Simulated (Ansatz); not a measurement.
# SrTi$_{2}$O$_{4}$: what the fields show

Input file:

```
crystal:
  lattice:
    - [4.9914582287, 0.0, 0.0148953218]
    - [0.0, 3.0774044521, 0.0]
    - [-0.0433422735, 0.0, 6.0541702135]
  atoms:
    - { symbol: Sr, position: [0.0, 0.0, 0.5] }
    - { symbol: Ti, position: [0.5, 0.5, 0.0] }
    - { symbol: Ti, position: [0.0, 0.0, 0.0] }
    - { symbol: O, position: [0.8438465521, 0.5, 0.8022132794] }
    - { symbol: O, position: [0.1561534479, 0.5, 0.1977867206] }
    - { symbol: O, position: [0.6628887957, 0.0, 0.182853127] }
    - { symbol: O, position: [0.3371112043, 0.0, 0.817146873] }
basis:
  ecutwfc: 420
kpoints:
  mp_grid: { grid: [6, 10, 6] }
  band_path:
    path:
      - [0.0, 0.0, 0.0]
      - [0.0, 0.5, 0.0]
      - [0.0, 0.5, 0.5]
      - [0.0, 0.0, 0.5]
      - [0.0, 0.0, 0.0]
      - [-0.5, 0.0, 0.5]
      - [-0.5, 0.5, 0.5]
      - [0.0, 0.5, 0.0]
      - [-0.5, 0.5, 0.0]
      - [-0.5, 0.0, 0.0]
      - [0.0, 0.0, 0.0]
    npoints: 14
hamiltonian:
  xc: pbe
scf:
  occupations: { method: gaussian, width: 0.1 }
  n_extra_bands: 17
output:
  forces: true
  stress: true
  eigenvalues: true
  populations: true
  dos: { projected: true, de: 0.02, nscf_kmesh: { grid: [8, 12, 8] } }
  bader: true
  write_density: true
  write_potential: true
  elf: true
  volumetric_format: npy
```

Run with:

```sh
ansatz run input.yaml --threads 1 --pin off --max-ram 2560MiB --backend cpu --events-out ev --progress --plain --runs-dir out
```

Below, planes, directions and counts refer to the conventional cell (a = 4.99 Å, b = 3.08 Å, c = 6.05 Å, α = 90.00°, β = 90.24°, γ = 90.00°).

Space group P2/m; a generated structure, not necessarily the stable one; computed without spin polarisation.

The calculation used DFT PBE, scalar-relativistic, plane waves, PAW (Ansatz).

The density is the valence pseudo-density of a PAW calculation; it isn't the true density close to the nuclei.

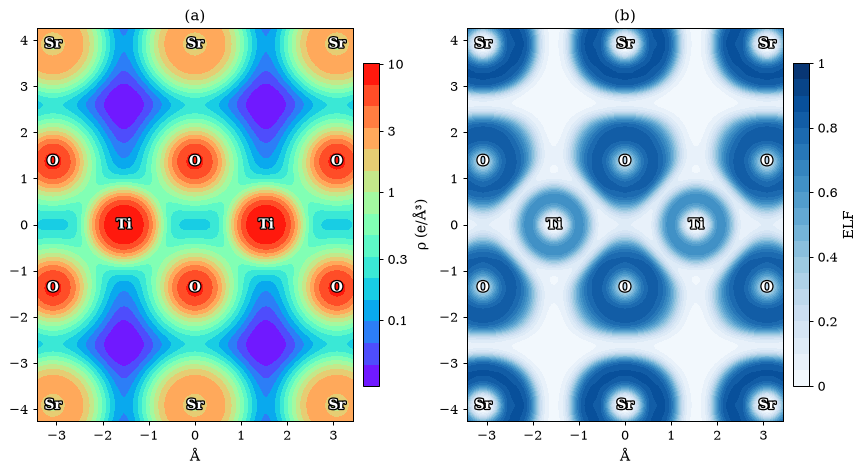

Figure 1. (a) valence pseudo-density; (b) ELF on the (101̄) plane of the conventional cell.

Question: Read the bonding off the picture.

Answer:
- The plane passes through Sr, Ti and O nuclei.
- Ti–O (2.06 Å): ρ is about 0.54 e/Å³ halfway; the ELF peaks at about 0.80 in the valence shell of O, 0.6 Å from its nucleus, and is about 0.15 at the midpoint (no localised pair shows between them).
- Between the atoms the lowest density in this plane is 0.03 e/Å³.
- The features right at Sr and Ti lie inside the PAW spheres, where the map follows smoothed inner orbitals and isn't to be read closely.

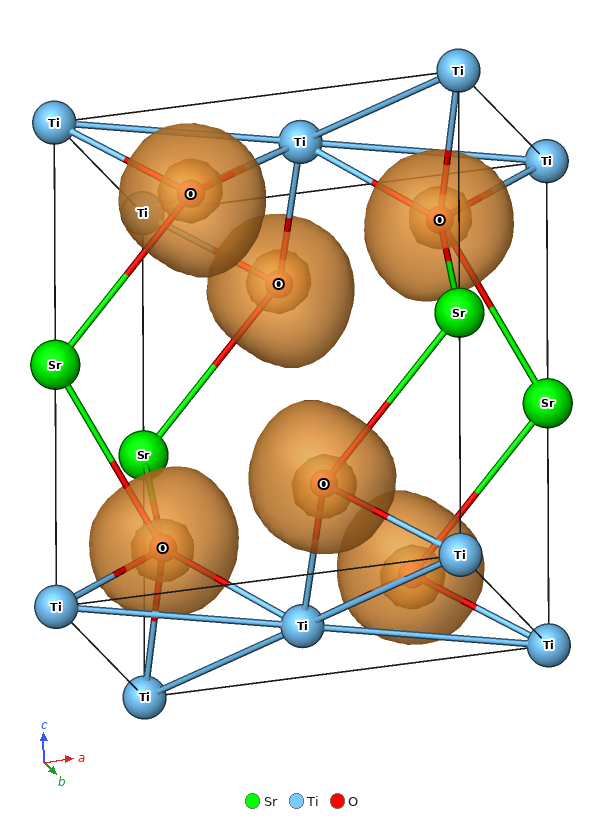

Figure 2. Isosurface of the ELF at 0.7 (orange), seen at an oblique angle. Core shells and regions of very low density are left out. Sticks mark near contacts.

Question: Describe the localisation domains.

Answer: At this value the surface marks out four regions wrapped around O (the valence shell of each), counted in one cell of 7 atoms. Regions shared between cells count once.


Ti–O (2.02 Å): the ELF peaks at about 0.80 in the valence shell of O, 0.6 Å from its nucleus, and is about 0.15 at the midpoint: no localised pair shows between them. Sr–O (2.52 Å): the ELF is about 0.10 at the midpoint (no shared electron pair shows on this line).

Question: How much charge does the calculation move between the atoms?

Answer: Electrons move from Sr and Ti towards O. Bader charges: Sr +1.51, Ti +1.85 to +1.96 and O −1.33 e.

Question: Does the calculation make it a metal, or give it a gap?

Answer: It is gapless in this calculation (a metal or semimetal); semilocal functionals without U, or without the true magnetic order, often close the gap of such compounds.
